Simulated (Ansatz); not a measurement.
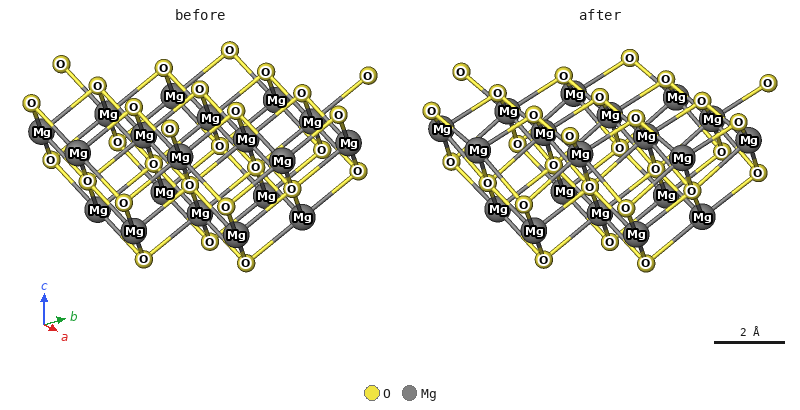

The structure of a slab of composition Mg5O6 (cut from the Fm-3m phase) before (left) and after (right) a relaxation, at one scale.

The picture is a ball-and-stick view of the atoms within 5.8 Å of the atom that moves most (axes of the 2 × 3 repeat of the cell, outlined in the plane, without the vacuum), seen slightly off an axis.

Case: (1 1 1) slab, atoms relaxed. The slab is the (1 1 1) face of MgO.

These are results of DFT PBE, scalar-relativistic, plane waves, PAW in Ansatz, not measurements. (plane-wave cutoff 420 eV; k-point mesh 9 × 9 × 1; occupations gaussian; smearing width 0.05 eV; no spin polarisation; dipole correction; atoms relaxed in a fixed cell; force threshold 0.02 eV/Å; at most 60 steps)

What changed between the two?

The largest moves relative to the layer's centre, 0.23 Å, are those of O atoms. By element the largest moves are O 0.23 Å, Mg 0.08 Å. The lattice vectors keep their values. Among the contacts that change: Mg–O 2.127 → 1.966 Å, Mg–O 2.127 → 2.206 Å, Mg–O 2.127 → 2.090 Å, Mg–O 2.127 → 2.140 Å. Bond angles that change, for instance: O–Mg–O 180.0° → 169.9°, Mg–O–Mg 90.0° → 99.8°, O–Mg–O 90.0° → 99.8°. The energy falls by 0.329 eV per cell of the calculation in 4 accepted moves (5 points after the start). Largest force component: 1.1 eV/Å at the start, 0.011 eV/Å at the end. 1 step only repeated the SCF at the same geometry.
